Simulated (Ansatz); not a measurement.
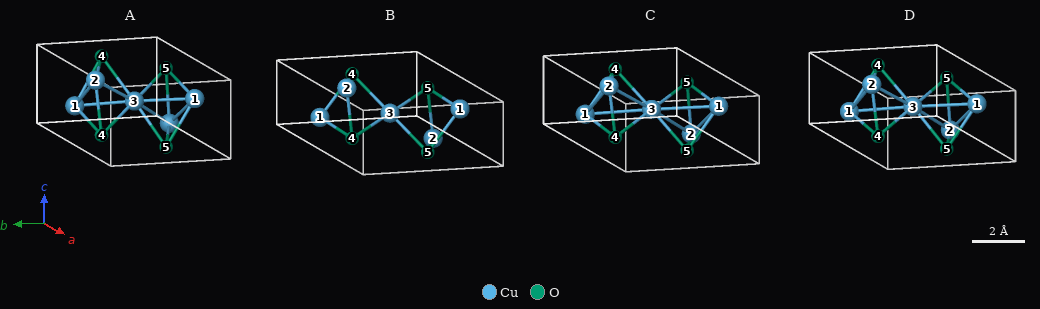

4 geometries from one relaxation of a crystal of Cu$_{3}$O$_{2}$ (a generated structure, set up in P-62m) (coarse preliminary run), in shuffled order. Style: ball-and-stick. Shown: the cell of the calculation, from a free direction.

Method: Ansatz, DFT PBE, scalar-relativistic, plane waves, PAW. Set-up: plane-wave cutoff 420 eV; k-point mesh 6 × 6 × 6; occupations gaussian; smearing width 0.1 eV; collinear spin; cell and atoms relaxed; force threshold 0.04 eV/Å; at most 70 steps.

> Put them in the order of the run, from the start to the converged end.

A, D, C, B. They are steps 0, 2, 3, 9, at +1.624 eV per cell of the calculation, +0.425 eV per cell of the calculation, +0.211 eV per cell of the calculation relative to the last. The largest moves relative to the cell, 0.065 Å, are those of Cu1, Cu2 and Cu3. Cu1 goes along −a. O stays in place. Cell: a = b 4.653 → 5.437 Å (+16.8 %), c 3.391 → 2.766 Å (−18.4 %). Volume +11.4 %. Near-neighbour distances that change, for instance: Cu1–Cu2 2.329 → 2.719 Å, Cu1–O4 2.164 → 2.092 Å. Bond angles that change, for instance: O4–Cu1–O5 76.7° → 97.2°, O4–Cu1–O4 103.2° → 82.8°, Cu1–O4–Cu1 103.2° → 82.8°. The space group (tolerance 0.01 Å) goes from P-62m (No. 189) to P6/mmm (No. 191). Over 7 accepted moves (9 points after the start) the energy falls by 1.624 eV per cell of the calculation. The largest force component goes from 0.068 to 0.00015 eV/Å. The pressure goes from 3.66 to −0.05 GPa. At 2 points the geometry stayed and the basis and grid were re-selected for the new cell (energy shift of 0.132 eV per cell of the calculation at most each time). The program noted that the starting moments weren't kept. The run may lie on a higher electronic state than the lowest, so the end point isn't shown to be the ground-state structure. The run took 5.4 min on 1 thread of Intel(R) Xeon(R) Processor @ 2.70GHz, on a shared host, peak memory 0.44 GiB.
